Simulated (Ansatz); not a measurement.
A series of calculations on Zr$_{12}$H

**1. Relaxation**

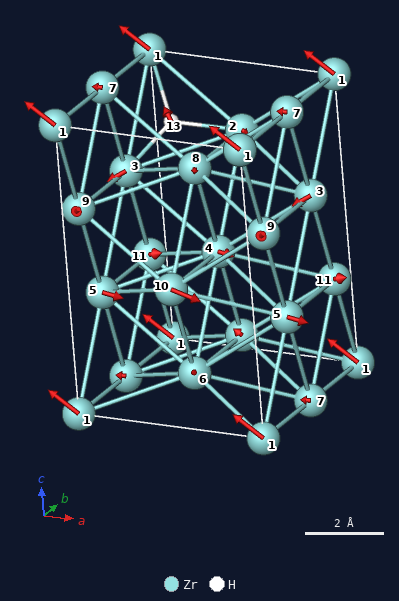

This is a relaxation of a defect cell of composition Zr12H. The starting structure is drawn; red arrows show the displacements, 10 times their true length.

A ball-and-stick model of the cell of the calculation, reduced to other axes, seen slightly off an axis. Lengths and directions refer to the drawn axes.

It is an interstitial H in hcp Zr. The run prepares an end point of a later path (interstitial hop) calculation, from a guessed geometry.

The calculation used Ansatz, DFT PBE, scalar-relativistic, plane waves, PAW. Settings: plane-wave cutoff 420 eV; k-point mesh 3 × 2 × 3; occupations fermi dirac; smearing width 0.05 eV; no spin polarisation; atoms relaxed in a fixed cell; force threshold 0.03 eV/Å; at most 60 steps.

What did the optimiser do to the structure, and how much energy did it gain?

Over 3 accepted moves (5 points after the start) the energy falls by 79.9 meV per cell of the calculation. The largest force component goes from 0.78 to 0.019 eV/Å. The line search rejected the trial steps at points 1, 4 of the run. The largest move is that of a Zr atom, 0.10 Å along [−2 0 1]. By element the largest moves are Zr 0.10 Å, H 0.05 Å. The lattice vectors keep their values. Near-neighbour distances that change, for instance: Zr–Zr 3.177 → 3.298 Å, Zr–Zr 3.230 → 3.321 Å, Zr–Zr 3.177 → 3.264 Å, Zr–Zr 3.177 → 3.094 Å. Bond angles that change, for instance: Zr–H–Zr 107.6° → 110.0°.

Limits of the set-up: the k-point mesh is coarse for a cell with partly filled bands; the periodic images lie only 5.1 Å apart, so the values are limited by the cell's size.

**2. Relaxation**

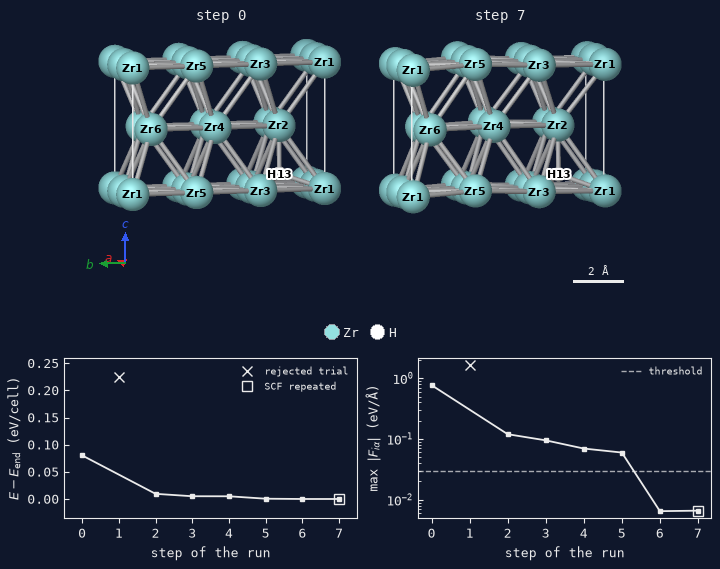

First and last geometry of a relaxation of a defect cell of composition Zr12H, with the history of the run. A ball-and-stick model of the cell of the calculation, seen from a free direction.

It is an interstitial H in hcp Zr. The run prepares an end point of a later path (interstitial hop) calculation, from a guessed geometry.

Theory: DFT PBE, scalar-relativistic, plane waves, PAW (Ansatz).

The input:
```yaml
crystal:
  lattice:
    - [6.46, 0.0, 0.0]
    - [-4.845, 8.391786, 0.0]
    - [0.0, 0.0, 5.14539]
  atoms:
    - { symbol: Zr, position: [0.0, 0.0, 0.0] }
    - { symbol: Zr, position: [0.16666667, 0.22222223, 0.5] }
    - { symbol: Zr, position: [0.0, 0.33333334, 0.0] }
    - { symbol: Zr, position: [0.16666667, 0.55555557, 0.5] }
    - { symbol: Zr, position: [1.0e-08, 0.66666668, 0.0] }
    - { symbol: Zr, position: [0.16666668, 0.88888891, 0.5] }
    - { symbol: Zr, position: [0.5, 0.0, 0.0] }
    - { symbol: Zr, position: [0.66666667, 0.22222223, 0.5] }
    - { symbol: Zr, position: [0.5, 0.33333334, 0.0] }
    - { symbol: Zr, position: [0.66666667, 0.55555557, 0.5] }
    - { symbol: Zr, position: [0.50000001, 0.66666668, 0.0] }
    - { symbol: Zr, position: [0.66666668, 0.88888891, 0.5] }
    - { symbol: H, position: [0.16922652, 0.22021181, 1.11871801] }
basis:
  ecutwfc: 420.0
kpoints:
  mp_grid: { grid: [3, 2, 3] }
hamiltonian:
  xc: pbe
scf:
  occupations: { method: fermi_dirac, width: 0.05 }
  lower_state_search: "off"
relax:
  f_tol: 0.03
  max_steps: 60
  adjacent_minimum: "off"
```

Command:
```bash
ansatz run input.yaml --threads 4 --pin off --max-ram 10240MiB --backend cpu --events-out ev --progress --plain --runs-dir out
```

> Did the run converge, and what did it change?

It converged. The energy falls by 80.2 meV per cell of the calculation in 5 accepted moves (7 points after the start). Largest force component: 0.77 eV/Å at the start, 0.0066 eV/Å at the end. The line search rejected the trial step at point 1 of the run. 1 step only repeated the SCF at the same geometry. The atom that moves furthest is Zr1 (0.11 Å along [−1 −1 −3]). Largest moves by element: Zr 0.11 Å, H 0.04 Å. The cell doesn't change. Among the contacts that change: Zr1–Zr2 3.177 → 3.305 Å, Zr1–Zr9 3.230 → 3.324 Å, Zr9–Zr10 3.177 → 3.270 Å, Zr3–Zr4 3.177 → 3.089 Å.

Limits of the set-up: the k-point mesh is coarse for a cell with partly filled bands; the periodic images lie only 5.1 Å apart, so the values are limited by the cell's size.

**3. Path**

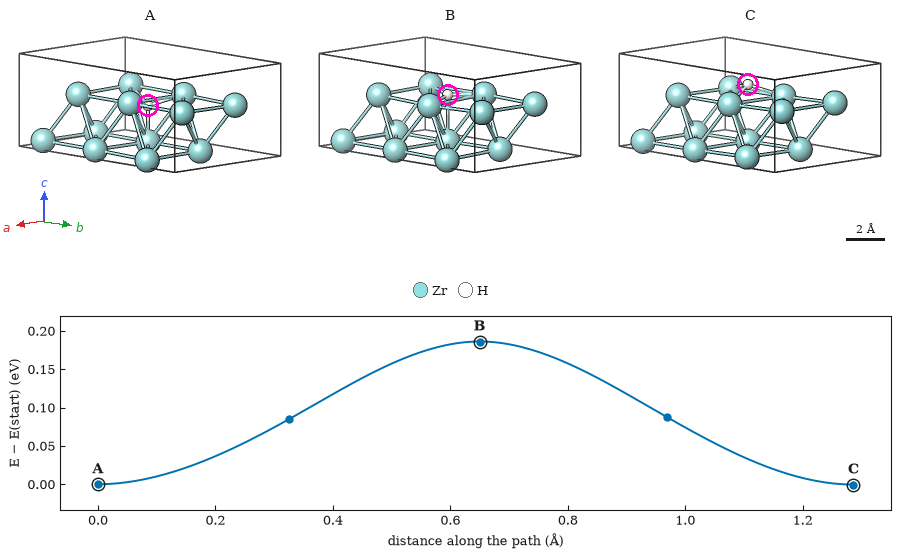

NEB run on Zr with an interstitial H (13 atoms in the cell). Images are numbered from 0 (start) to 4 (end). Frames A to C are images 0, 2, 4. A ball-and-stick model of the simulation cell (origin moved), seen from a free direction. The moving atom is ringed, with any periodic copies. Bonds to atoms that aren't drawn are left out.

All numbers below come from DFT PBE, scalar-relativistic, plane waves, PAW in Ansatz 0.2.0. Set-up: plane-wave cutoff 420 eV; k-point mesh 3 × 2 × 3; Fermi-Dirac smearing 0.05 eV; 3 movable images; climbing image; force threshold 0.03 eV/Å; iteration limit 80; optimiser FIRE; starting path by straight interpolation.

Question: What happens along the path, and what is the barrier?

Answer: The H atom travels furthest, 1.17 Å from end to end, along +c, on a straight line. At the highest image its nearest neighbour (Zr) is 1.95 Å away, against 2.01 Å at the start, and the surrounding atoms stand up to 0.11 Å off the mean of their end positions. The barrier is about 0.186 eV in both directions, with image 2 at the top; the ends have nearly the same energy. The band converged in 40 iterations. The climbing image converged on the top of the path. A check of its curvatures didn't confirm a first-order saddle.

Limits of the set-up: the k-point mesh is coarse for a cell with partly filled bands; the periodic images lie only 5.1 Å apart, so the values are limited by the cell's size.

Cost: 17 min on 4 threads of AMD EPYC 7B13 (Zen 3), on a shared host, peak memory 1.6 GiB.
